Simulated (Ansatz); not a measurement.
## What a change does: single-point calculation on Al

System: Al (C2/m, 2 atoms in the cell).
Method of run A: DFT, LDA, plane waves, PAW, no spin polarisation (Ansatz 0.2.0).

The structure derives from a Materials Project entry. Text and figures count atoms from 1; the logs count them from 0 in places.

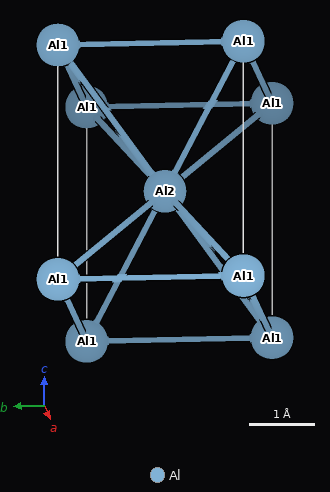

The structure (ball-and-stick view of the reduced cell, seen at an oblique angle; atoms are numbered from 1 in the order of the input). Near neighbours in the crystal (not all of them lie inside the picture): Al has 12 Al at 2.74 to 2.88 Å.

### Input, run A
```yaml
crystal:
  lattice:
    - [3.8679257586, 0.0, 0.0106390743]
    - [0.0, 3.8679403904, 0.0]
    - [-1.9281036484, 0.0, 2.1247565053]
  atoms:
    - { symbol: Al, position: [0.0, 0.0, 0.0] }
    - { symbol: Al, position: [0.5, 0.5, 0.0] }
basis:
  ecutwfc: 420
kpoints:
  mp_grid: { grid: [9, 9, 16] }
hamiltonian:
  xc: lda
scf:
  occupations: { method: gaussian, width: 0.1 }
output:
  forces: true
  eigenvalues: true
  stress: true
```

Command:
```bash
ansatz run input.yaml --threads 4 --pin off --max-ram 8192MiB --backend cpu --events-out ev --progress --plain --runs-dir out
```

Hardware: 4 threads of Arm Neoverse V2, 128 GiB of memory available, shared host.

### Output, shortened to warnings, some set-up lines, iterations and results (run A)
```
Basis set: ecut = 420 eV, 621 PW (Γ)
Symmetry: 8 space group operations
k-points: 365 of 1296
Initial density: superposition of atomic densities (neutral atoms: chi_scale 0, normalization atom), corrected by the library's trained network
[...]
SCF iter   1: F=—  HF=-1025.734995 eV  |F-HF|=—  |Δ(HF+E_count)|=         —  Δρ=3.35e-3  dr2=3.40e-3  ethr=1.77e-3  ⟨swp⟩=5.1  Hψ=20429  notcnv=0
SCF iter   2: F=—  HF=-1025.734122 eV  |F-HF|=—  |Δ(HF+E_count)|=   8.73e-4  Δρ=2.06e-3  dr2=1.35e-3  ethr=5.66e-5  ⟨swp⟩=1.0  Hψ=5478  notcnv=0
SCF iter   3: F=—  HF=-1025.733550 eV  |F-HF|=—  |Δ(HF+E_count)|=   5.72e-4  Δρ=1.01e-4  dr2=2.70e-6  ethr=2.25e-5  ⟨swp⟩=2.0  Hψ=3553  notcnv=0
SCF iter   4: F=—  HF=-1025.733547 eV  |F-HF|=—  |Δ(HF+E_count)|=   2.99e-6  Δρ=5.69e-6  dr2=9.70e-9  ethr=4.50e-8  ⟨swp⟩=1.3  Hψ=2674  notcnv=0
SCF iter   5: F=-1025.733547 eV  HF=-1025.733547 eV  |F-HF|=1.41e-11  |Δ(HF+E_count)|=   5.42e-9  Δρ=2.94e-7  dr2=2.02e-11  ethr=1.62e-10  ⟨swp⟩=2.2  Hψ=3534  notcnv=0
SCF iter   6: F=-1025.733547 eV  HF=-1025.733547 eV  |F-HF|=2.27e-13  |Δ(HF+E_count)|=  1.09e-11  Δρ=2.63e-8  dr2=8.58e-14  ethr=1.00e-12  ⟨swp⟩=1.6  Hψ=7351  notcnv=0
SCF 1 converged in 6 iterations: F = -1025.733547 eV  dr2 = 8.58e-14
SCF converged after 6 iterations
Free energy (F): -1025.733547 eV
Harris-Foulkes:  -1025.733547 eV  (|F-HF|=2.27e-13)
Internal energy: -1025.730894 eV  (E = F + TS)
E sigma→0 (E₀):  -1025.732220 eV
Entropy (-TS):   -0.002653 eV (-1.327 meV/atom)
Fermi energy:    8.110266 eV
--- Per-component energies (eV) ---
  E_band       = 21.591658
  E_kinetic    = 46.731603
  E_local      = 19.541416  (includes V_loc(G=0)·N_el)
  E_nonlocal   = 22.165968
  E_hartree    = 0.205616
  E_xc         = -79.138561
  E_vxc        = -59.175327  (∫ρ·V_xc dr)
  E_paw        = -886.632922  (= ΣΔE_a)
  E_vpaw       = -8.083226  (= ΣTr[D̂ρ^β])
  E_aug_tail   = -0.000008  (compensation charges beyond the density's cutoff)
  E_ewald      = -148.715439
  E_core_change = 0.111433  (= ΣΔE_core)
  E_smearing   = -0.002653  (= −TS)
  E_closure    = 0.000000  (closes the sum)
  Σ components = -1025.733547   (vs F -1025.733547, Δ=0.00e0)
--- Forces (eV/Å), atoms counted from 1 ---
  atom   1  Al    -0.00000000    -0.00000000     0.00000000
  atom   2  Al     0.00000000     0.00000000     0.00000000
  max |Σ_I F_I| component: 6.78e-32 eV/Å
--- Stress (GPa, compression-positive) ---
        1.520691       0.000000       0.069766
        0.000000       1.826882       0.000000
        0.069766       0.000000      -3.193315
  P = ⅓ Tr σ = 0.0514 GPa (0.514 kbar)
```

The input of run B differs as follows (lines with − go, lines with + come):
```diff
-  xc: lda
+  xc: pbe
```

How does run B compare with run A?

The total energies belong to different methods, so their difference says nothing on which is more stable or more accurate. The pressure goes from 0.05 to 3.67 GPa. The functional changes from LDA to PBE. Along LDA, PBEsol, PBE and RPBE the binding weakens and the preferred volume grows, so the same cell is under more pressure with the later ones. The number of SCF iterations is the same.

### Output, shortened to warnings, some set-up lines, iterations and results (run B)
```
Basis set: ecut = 420 eV, 621 PW (Γ), exchange–correlation on 54×54×40 points (8 copies of the dense FFT grid, shifted against one another)
Symmetry: 8 space group operations
k-points: 365 of 1296
Initial density: superposition of atomic densities (neutral atoms: chi_scale 0, normalization atom), corrected by the library's trained network
[...]
SCF iter   1: F=—  HF=-1074.969605 eV  |F-HF|=—  |Δ(HF+E_count)|=         —  Δρ=5.10e-4  dr2=2.91e-5  ethr=1.77e-3  ⟨swp⟩=5.0  Hψ=20089  notcnv=0
SCF iter   2: F=—  HF=-1074.969699 eV  |F-HF|=—  |Δ(HF+E_count)|=   9.37e-5  Δρ=2.89e-4  dr2=1.01e-5  ethr=4.86e-7  ⟨swp⟩=1.9  Hψ=6002  notcnv=0
SCF iter   3: F=-1074.969719 eV  HF=-1074.969719 eV  |F-HF|=3.37e-9  |Δ(HF+E_count)|=   1.98e-5  Δρ=1.79e-5  dr2=8.10e-8  ethr=1.68e-7  ⟨swp⟩=2.0  Hψ=3562  notcnv=0
SCF iter   4: F=-1074.969719 eV  HF=-1074.969719 eV  |F-HF|=3.96e-9  |Δ(HF+E_count)|=   2.66e-9  Δρ=4.39e-6  dr2=3.63e-9  ethr=1.35e-9  ⟨swp⟩=1.4  Hψ=2793  notcnv=0
SCF iter   5: F=-1074.969719 eV  HF=-1074.969719 eV  |F-HF|=4.32e-12  |Δ(HF+E_count)|=   4.24e-9  Δρ=2.19e-7  dr2=1.32e-11  ethr=6.05e-11  ⟨swp⟩=2.0  Hψ=3556  notcnv=0
SCF iter   6: F=-1074.969719 eV  HF=-1074.969719 eV  |F-HF|=2.27e-13  |Δ(HF+E_count)|=  3.64e-12  Δρ=3.30e-8  dr2=3.46e-13  ethr=1.00e-12  ⟨swp⟩=1.5  Hψ=7152  notcnv=0
SCF 1 converged in 6 iterations: F = -1074.969719 eV  dr2 = 3.46e-13
SCF converged after 6 iterations
Free energy (F): -1074.969719 eV
Harris-Foulkes:  -1074.969719 eV  (|F-HF|=2.27e-13)
Internal energy: -1074.967192 eV  (E = F + TS)
E sigma→0 (E₀):  -1074.968455 eV
Entropy (-TS):   -0.002527 eV (-1.263 meV/atom)
Fermi energy:    8.317530 eV
--- Per-component energies (eV) ---
  E_band       = 22.749798
  E_kinetic    = 46.602007
  E_local      = 20.790585  (includes V_loc(G=0)·N_el)
  E_nonlocal   = 20.903033
  E_hartree    = 0.215076
  E_xc         = -79.935833
  E_vxc        = -58.522869  (∫ρ·V_xc dr)
  E_paw        = -934.826617  (= ΣΔE_a)
  E_vpaw       = -7.453106  (= ΣTr[D̂ρ^β])
  E_aug_tail   = -0.000004  (compensation charges beyond the density's cutoff)
  E_ewald      = -148.715439
  E_smearing   = -0.002527  (= −TS)
  E_closure    = 0.000000  (closes the sum)
  Σ components = -1074.969719   (vs F -1074.969719, Δ=0.00e0)
--- Forces (eV/Å), atoms counted from 1 ---
  atom   1  Al     0.00000000     0.00000000     0.00000000
  atom   2  Al     0.00000000     0.00000000     0.00000000
  max |Σ_I F_I| component: 1.48e-31 eV/Å
--- Stress (GPa, compression-positive) ---
        5.348022       0.000000       0.007029
        0.000000       5.637781       0.000000
        0.007029       0.000000       0.016502
  P = ⅓ Tr σ = 3.6674 GPa (36.674 kbar)
```

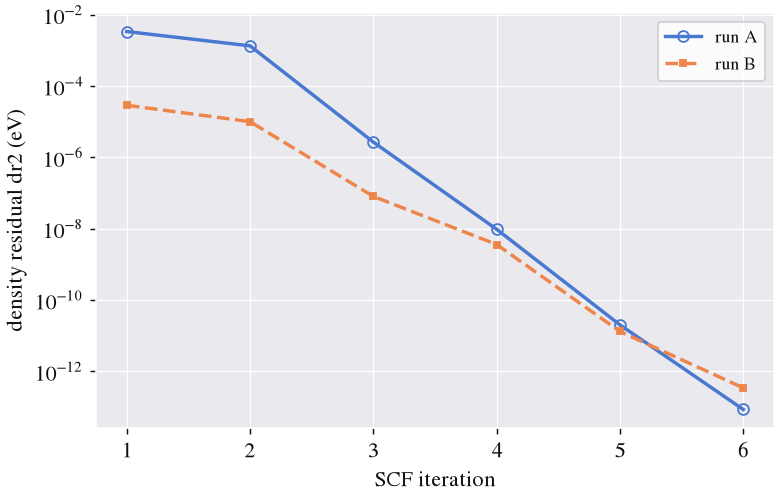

Convergence of the two runs: density residual dr2 against the SCF iteration. Run A takes 6 iterations in all, and run B takes 6.

### The two runs side by side

```tsv
quantity	run A	run B
outcome	converged	converged
free energy per atom (eV)	−512.8668	−537.4849
energy per atom, smearing taken to zero (eV)	−512.8661	−537.4842
gap on the mesh (eV)	0.00	0.00
pressure (GPa)	0.05	3.67
largest force (eV/Å)	0.000	0.000
SCF iterations	6	6
irreducible k-points	365	365
plane waves at Γ	621	621
wall time (shared host)	2.7 s	2.2 s
```
